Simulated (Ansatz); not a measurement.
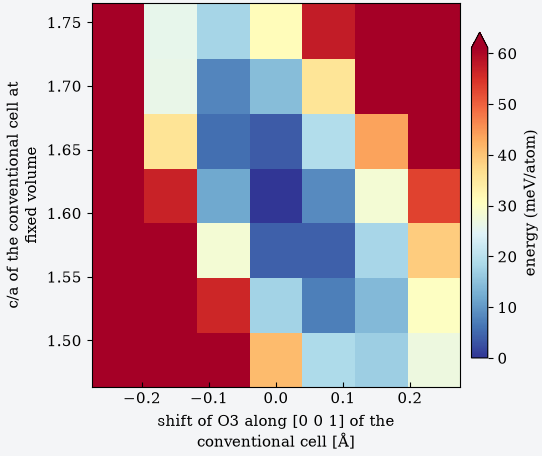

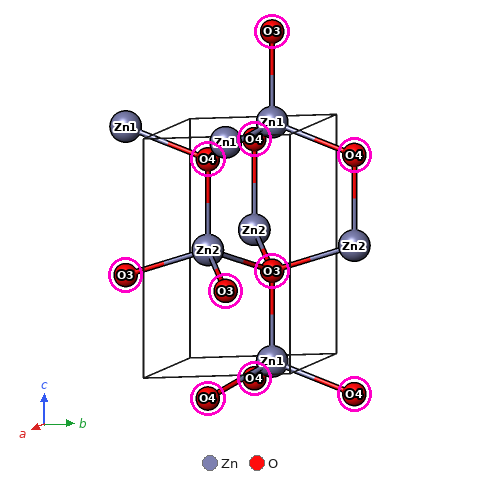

Energy landscape of ZnO (P6_3mc, No. 186; 4 atoms in the cell). 
- The energy is mapped over a free internal coordinate and the cell.
- The first coordinate is: shift of O3 along [0 0 1] of the conventional cell, Cartesian (0 0 1), its symmetry partners moved as symmetry demands (measured in the relaxed cell); the second: c/a of the conventional cell at fixed volume.
- Nothing is relaxed (all other coordinates fixed).
- The scan uses a 7 × 7 grid.
- Points are written as (first, second).
- Energies are in meV/atom, from the lowest grid point.
- These are results of DFT PBEsol, scalar-relativistic, plane waves, PAW in Ansatz 0.2.0, not measurements. Settings: cutoff 520 eV, k-mesh 9×9×6 in the order of the run's cell vectors, gaussian smearing 0.05 eV, no spin polarisation.

Drawn: one coloured cell a grid point, one colour for all values above the top of the scale. The second picture is the structure at the lowest point

Q: Where are the wells?

A: The lowest grid point is at (0.000 Å, 1.614). It is the only kind of minimum in the scanned range. The highest grid point, (−0.236 Å, 1.485), lies 387 meV/atom above the lowest. Round the minimum the valley is strongly tilted: raising the first coordinate shifts the best value of the second coordinate downwards (coupling k₁₂/√(k₁₁k₂₂) about 0.7). The gap on the k-mesh is 0.7 eV at the lowest point and runs from 0.6 to 0.9 eV over the map.

Grid values (meV/atom):

```csv
"second ↓, first →",−0.236,−0.157,−0.079,0.000,0.079,0.157,0.236
1.743,69,26,18,31,57,89,123
1.700,84,26,8,15,36,64,96
1.657,111,36,6,4,19,44,72
1.614,153,57,12,0,8,28,53
1.571,211,90,28,4,4,18,39
1.528,288,139,56,17,7,14,30
1.485,387,204,97,41,19,17,27
```

The input of one point:

```yaml
crystal:
  lattice:
    - [3.2309318303, 0.0, 0.0]
    - [-1.6154659151, 2.7980690429, 0.0]
    - [0.0, 0.0, 5.2153681419]
  atoms:
    - { symbol: Zn, position: [0.3333333333, 0.6666666667, 0.0015754469] }
    - { symbol: Zn, position: [0.6666666667, 0.3333333333, 0.5015754469] }
    - { symbol: O, position: [0.3333333333, 0.6666666667, 0.3805245531] }
    - { symbol: O, position: [0.6666666667, 0.3333333333, 0.8805245531] }
basis:
  ecutwfc: 520.0
kpoints:
  mp_grid: { grid: [9, 9, 6] }
hamiltonian:
  xc: pbesol
  pseudopotentials: { kind: paw, azcp: { folder: soft_1 } }
scf:
  occupations: { method: gaussian, width: 0.05 }
output:
  forces: true
  stress: true
  eigenvalues: true
```

The whole map (49 points run) took 14 min on 1 thread of Arm Neoverse N1, on a shared host.
